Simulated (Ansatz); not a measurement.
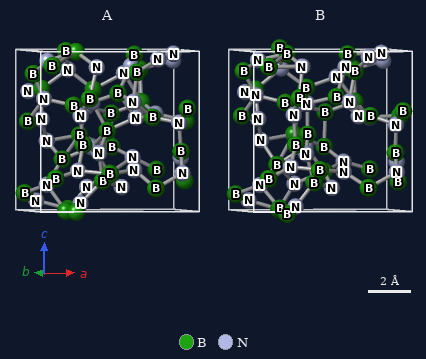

Two geometries of an amorphous cell of composition B$_{32}$N$_{32}$, drawn at one scale. One is the start of a relaxation, the other its converged end. A ball-and-stick model of the cell of the calculation (origin shifted), seen from a free direction.

These are results of Ansatz 0.2.0, DFT, PBEsol, PAW, plane waves, not measurements. Set-up: plane-wave cutoff 420 eV; k-point mesh 1 × 1 × 1; no spin polarisation; atoms relaxed in a fixed cell; force threshold 0.03 eV/Å; at most 80 steps.

### Which of the two is the end point?

Structure B is the relaxed one. The energy falls by 142 meV per atom in 18 geometry steps. Largest force component: 4.2 eV/Å at the start, 0.021 eV/Å at the end. The atom that moves furthest is a B atom (0.64 Å roughly along [−3 1 −1]). Largest moves by element: B 0.64 Å, N 0.48 Å. The cell stays as it was. Some distances before and after: B–N 1.564 → 2.662 Å, B–N 2.415 → 1.625 Å, B–N 2.190 → 1.682 Å, B–B 2.106 → 2.482 Å. New bonds form: B–N (2.41 → 1.62 Å). Bonds break: B–N (1.56 → 2.66 Å). Among the angles between lasting bonds that change: B–N–N 111.8° → 133.0°, B–N–B 85.3° → 104.5°, N–B–N 93.2° → 112.0°.

Limits of the set-up: the periodic images lie only 7.8 Å apart, so the values are limited by the cell's size.
